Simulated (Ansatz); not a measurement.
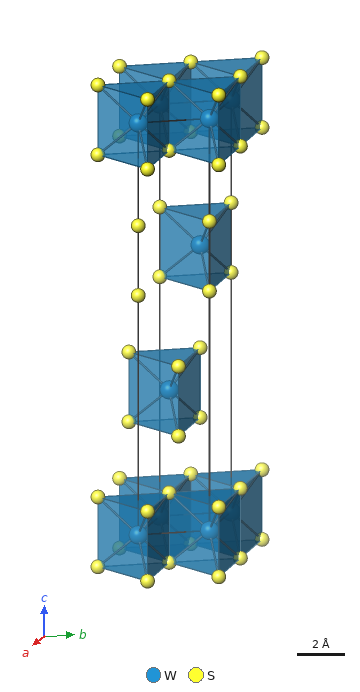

Reference structure: solid WS2 (set up in R3m) in its unrelaxed database cell. Style: polyhedral. Shown: the conventional cell (3 times the calculation's cell), slightly off an axis. Lengths and directions refer to the drawn axes.

Computed with DFT PBEsol, scalar-relativistic, plane waves, PAW in Ansatz. Settings: plane-wave cutoff 420 eV; k-point mesh 12 × 12 × 12; occupations gaussian; smearing width 0.02 eV; no spin polarisation.

The variant: The cell is strained by +4.5 % along c and −4.5 % across it (volume −4.7 %) and atoms are displaced by up to 0.14 Å (root mean square over those that move 0.10 Å) relative to the cell: S2 0.14 Å along +c, W1 0.03 Å along −c. No relaxation follows.

Input
```yaml
crystal:
  lattice:
    - [1.507850627, 0.8705579654, 6.4403100502]
    - [-1.507850627, 0.8705579654, 6.4403100502]
    - [0.0, -1.7411159307, 6.4403100502]
  atoms:
    - { symbol: W, position: [-0.0014781906, -0.0014781906, -0.0014781906] }
    - { symbol: S, position: [0.7575380408, 0.7575380408, 0.7575380408] }
    - { symbol: S, position: [0.5752401498, 0.5752401498, 0.5752401498] }
basis:
  ecutwfc: 420
kpoints:
  mp_grid: { grid: [12, 12, 12] }
hamiltonian:
  xc: pbesol
scf:
  occupations: { method: gaussian, width: 0.02 }
output:
  forces: true
  stress: true
  eigenvalues: true
  populations: true
```

Q: Predict the response.

A: The energy rises by 192 meV per atom. The pressure goes from −0.6 to −5.1 GPa. The principal stresses (compression positive) are −26.4 GPa along c and 5.6 GPa across it. The largest force is 2.8 eV/Å, on S2, along −c. The forces point straight back along the displacements (cosine −1.00). Near-neighbour distances before and after: S–W 2.391 → 2.493 Å, S–W 2.415 → 2.460 Å. The space group stays R3m (No. 160).

Drawn alike, the variant:

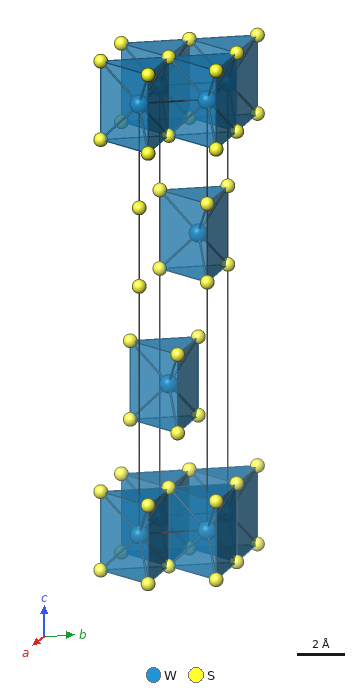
